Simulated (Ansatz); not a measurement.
System: AlO₂, space group Pnma (No. 62).

Structure:
```xyz
12
Lattice="9.3491 0.0000 0.0000 0.0000 2.9168 0.0000 0.0000 0.0000 4.8210" Properties=species:S:1:pos:R:3 pbc="T T T"
Al    1.5231    0.7292    4.6202
Al    7.8260    2.1876    0.2008
Al    3.1514    2.1876    2.2097
Al    6.1977    0.7292    2.6112
O     7.2075    0.7292    1.1071
O     2.1417    2.1876    3.7139
O     6.8162    2.1876    3.5176
O     2.5329    0.7292    1.3034
O     9.0560    0.7292    4.0753
O     0.2932    2.1876    0.7457
O     4.9677    2.1876    1.6648
O     4.3814    0.7292    3.1562
```

Calculation (Ansatz 0.2.0): elastic stress-strain coefficients at zero temperature from small strains of the given cell, Voigt order xx yy zz yz xz xy, Cartesian axes of the cell vectors; plane waves with PAW datasets, Γ-centred k mesh. Level: PBE, collinear spin. The state reached is ferromagnetic.

- wave cutoff: 420 eV
- k mesh: 4×12×8
- occupations: Gaussian
- smearing width: 0.01 eV
- ions: relaxed
- strain amplitude: 0.002

Predict the Young's modulus as a function of direction in the xy, xz and yz planes.

Over all directions E runs from 98 to 231 GPa, a ratio of 2.4. E is 179 GPa along x, 231 GPa along y and 98 GPa along z, and 127 GPa along the body diagonal x + y + z. The Hill averages are K = 115 GPa and G = 55 GPa, Poisson's ratio 0.29; K/G = 2.08.

Stiffness matrix C (GPa), Voigt order:
|  | xx | yy | zz | yz | xz | xy |
| --- | --- | --- | --- | --- | --- | --- |
| xx | 238.8 | 62.5 | 89.2 | 0.0 | 0.0 | 0.0 |
| yy | 62.5 | 262.3 | 62.6 | 0.0 | 0.0 | 0.0 |
| zz | 89.2 | 62.7 | 137.5 | 0.0 | 0.0 | 0.0 |
| yz | 0.0 | 0.0 | 0.0 | 58.7 | 0.0 | 0.0 |
| xz | 0.0 | 0.0 | 0.0 | 0.0 | 50.9 | 0.0 |
| xy | 0.0 | 0.0 | 0.0 | 0.0 | 0.0 | 39.8 |

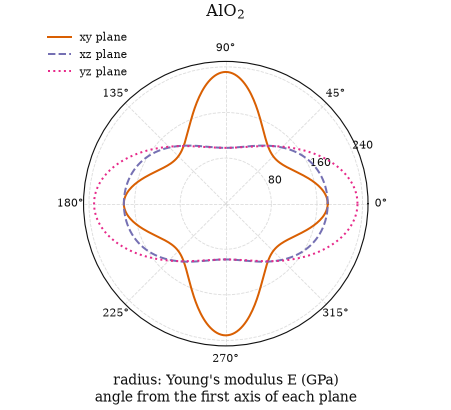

Limits of the calculation: a crossing between the sampled k points may be missed.
